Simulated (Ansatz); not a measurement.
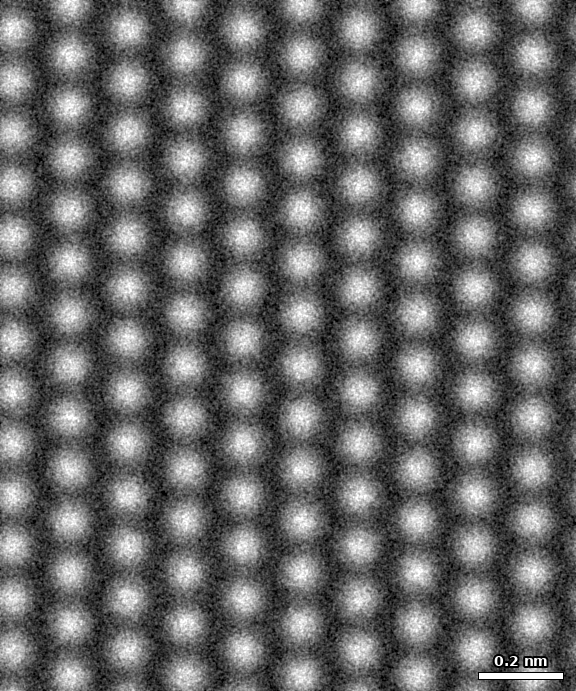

Integrated-DPC-like image of Ni (Im-3m, No. 229). Simulated as the projected potential of neutral atoms (B = 0.8 Å²) blurred by a 0.55 Å probe, the thin-sample limit of integrated differential phase contrast. The display is stretched by a gamma of 0.8; percentages refer to the linear signal. Shot noise was added. Model: coordinates from a relaxation with DFT, revPBE, plane waves (420 eV) with PAW, scalar-relativistic (Ansatz); the starting structure was generated, so it need not be a known form of this composition.

```cif
data_structure
_symmetry_space_group_name_H-M 'Im-3m'
_symmetry_Int_Tables_number 229
_cell_length_a 2.8116
_cell_length_b 2.8116
_cell_length_c 2.8116
_cell_angle_alpha 90.000
_cell_angle_beta 90.000
_cell_angle_gamma 90.000
_cell_volume 22.23
loop_
_atom_site_label
_atom_site_type_symbol
_atom_site_symmetry_multiplicity
_atom_site_Wyckoff_symbol
_atom_site_fract_x
_atom_site_fract_y
_atom_site_fract_z
_atom_site_occupancy
Ni1 Ni 2 a 0.00000 0.00000 0.00000 1
```

### Which beam direction gives this image, [210], [110], [211] or [001]? (Directions equivalent by symmetry count as one.)

[210]. The projected cells are 1.26 × 1.54 Å, 114° for [210]; 1.41 × 1.99 Å, 90° for [110]; 0.81 × 1.99 Å, 90° for [211]; 1.99 × 1.99 Å, 90° for [001], and the image repeats as the [210] one does.
